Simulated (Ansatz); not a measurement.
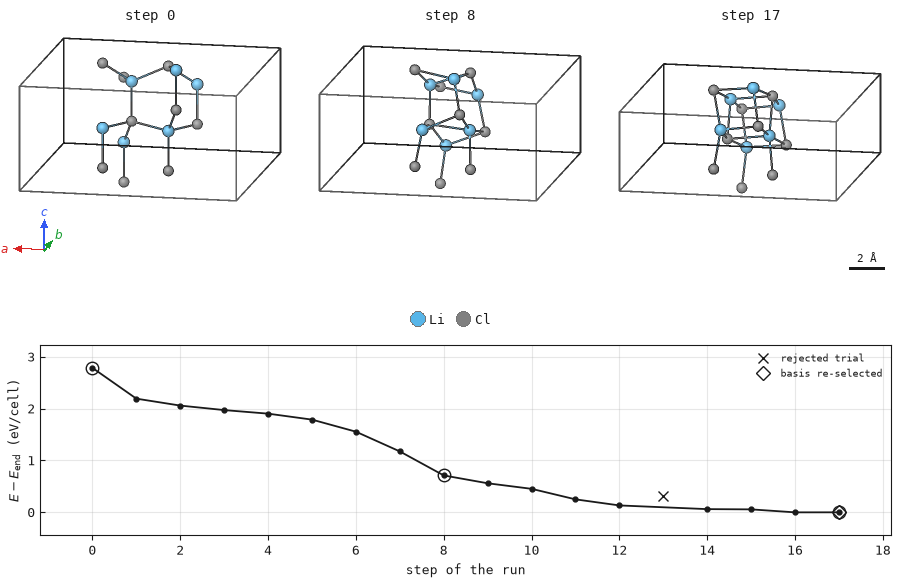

Frames of a relaxation of a wire of composition LiCl, marked on the history of the run. The picture is a ball-and-stick view of the cell of the calculation, with the vacuum cut short, seen from a free direction.

Case: wire along [0 0 1], 12 atoms a period.

Level of theory: DFT PBE, scalar-relativistic, plane waves, PAW in Ansatz 0.2.0. Settings: plane-wave cutoff 420 eV; k-point mesh 1 × 1 × 5; occupations gaussian; smearing width 0.05 eV; collinear spin; cell relaxed at fixed a, b, alpha, beta, gamma; force threshold 0.02 eV/Å; at most 45 steps.

Describe the path.

Answer. The largest moves relative to the layer's centre, 1.37 Å, are those of Li atoms. By element the largest moves are Li 1.37 Å, Cl 1.13 Å. Along the periodic axis the drawn cell goes c 6.289 → 4.747 Å (−24.5 %). Some distances before and after: Cl–Li 4.594 → 2.387 Å, Cl–Li 3.896 → 2.381 Å, Cl–Li 3.896 → 2.413 Å, Cl–Li 2.388 → 2.607 Å. New bonds form: Cl–Li (3.90 → 2.38 Å), Cl–Li (3.90 → 2.41 Å), Cl–Li (4.59 → 2.39 Å). Among the angles between lasting bonds that change: Cl–Li–Cl 110.6° → 172.3°, Li–Cl–Li 110.6° → 161.7°, Li–Cl–Li 110.6° → 80.8°. After 15 accepted moves (17 points after the start) the energy has fallen by 2.787 eV per cell of the calculation. Largest force component: 0.57 eV/Å at the start, 0.015 eV/Å at the end. The line search rejected the trial step at point 13 of the run. The SCF was repeated once at an unchanged geometry on a basis and grid sized afresh for the cell, which shifted the energy by 0.7 meV per cell of the calculation at most. The program noted that the starting moments weren't kept. The run took 3.2 min on 4 threads of Intel(R) Xeon(R) Platinum 8559C (Emerald Rapids), on a shared host, peak memory 2 GiB. From step 0 to 8: Li atoms move most (1.31 Å), energy −2.075 eV per cell of the calculation. From step 8 to 17: Li atoms move most (0.41 Å), energy −0.712 eV per cell of the calculation.
